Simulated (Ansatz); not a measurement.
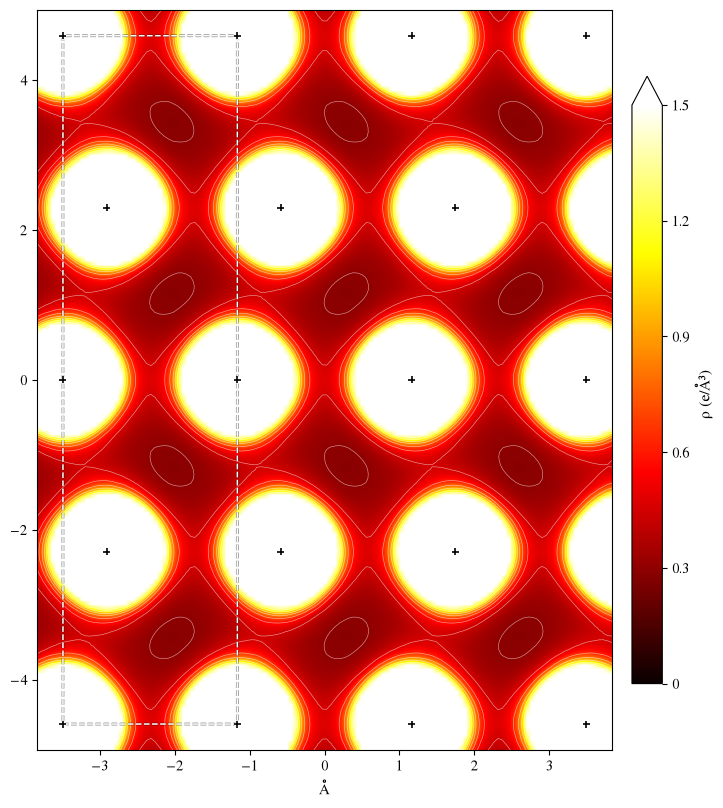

The valence charge density (pseudo) on a plane through atoms (crosses mark nuclei in the plane).

Method: DFT, PBEsol, plane waves (420 eV) with PAW, scalar-relativistic in Ansatz 0.2.0.

Candidates:
A. Ni, a = 3.77 Å, b = 3.77 Å, c = 2.27 Å, α = 90.00°, β = 90.00°, γ = 120.00°. Space group P6/mmm; set up as Ni, omega (AlB2-type); a generated structure, not necessarily the stable one; changed on purpose from its base cell (volume × 0.88); computed pressure about 39 GPa in this cell; computed without spin polarisation.
B. Fe, a = 3.91 Å, b = 3.91 Å, c = 2.46 Å, α = 90.00°, β = 90.00°, γ = 120.00°. Space group P6/mmm; set up as Fe, omega (AlB2-type); a generated structure, not necessarily the stable one; changed on purpose from its base cell (volume × 1.08); computed pressure about −20 GPa in this cell; computed without spin polarisation.
C. Cr, a = 2.33 Å, b = 4.78 Å, c = 7.85 Å, α = 90.00°, β = 90.00°, γ = 90.00°. Space group Fddd; set up as Cr, beta-Sn type; a generated structure, not necessarily the stable one; changed on purpose from its base cell (volume × 0.96); computed pressure about 12 GPa in this cell; computed without spin polarisation.

Which candidate gave the map?

Candidate C: Cr on the (011) plane of the conventional cell, which holds Cr. Cr–Cr (2.33 Å): the density is about 0.47 e/Å³ at the midpoint. Cr–Cr (2.37 Å): ρ at the midpoint is about 0.45 e/Å³.
